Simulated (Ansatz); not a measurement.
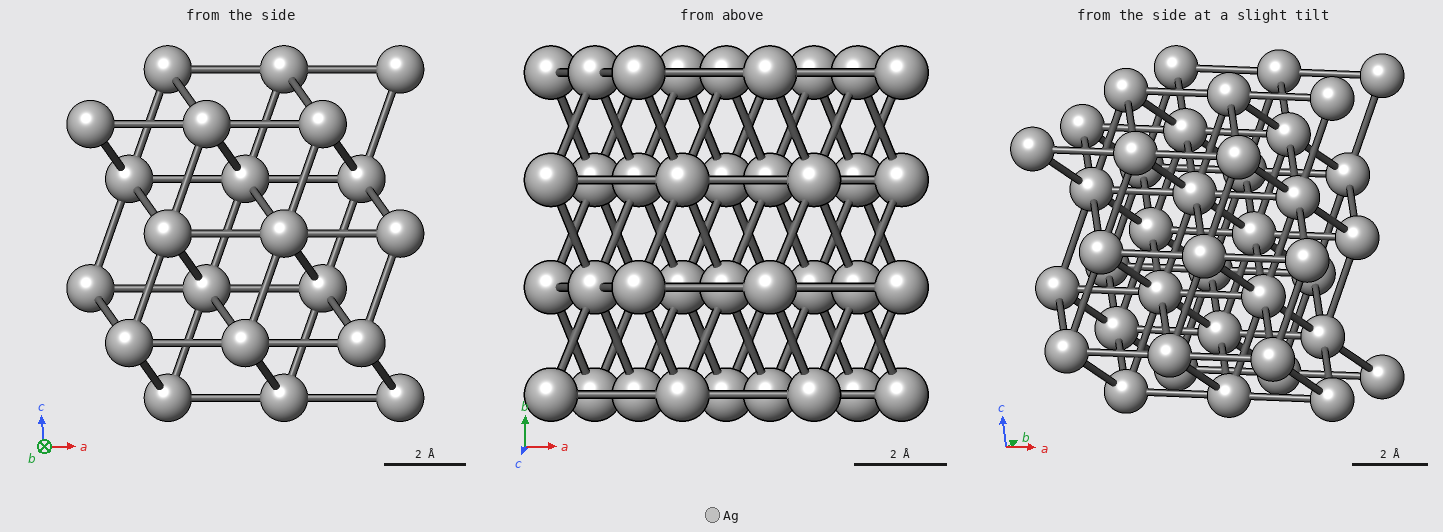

A ball-and-stick picture of a periodic slab, seen from the side, from above and from the side at a slight tilt. The surface normal points up in side views; the vacuum is left out. 3×2 cells are drawn in the plane, with atoms at the edges repeated.

The cell holds 7 Ag.

Q: Estimate the thickness.

A: About 8 Å from the lowest to the highest atom.

Q: Give the sequence of planes from the top.

A: Seven planes: Ag / Ag / Ag / Ag / Ag / Ag / Ag.

Starting structure: a structure listed in the Materials Project. The cell was then strained or its atoms displaced on purpose. A calculation with Ansatz used it as input.

At this level of theory the run's own cell isn't at rest (stretched, at -6 GPa and forces up to 0.7 eV/Å), so its distances can differ from those at equilibrium, the more so the softer the solid.
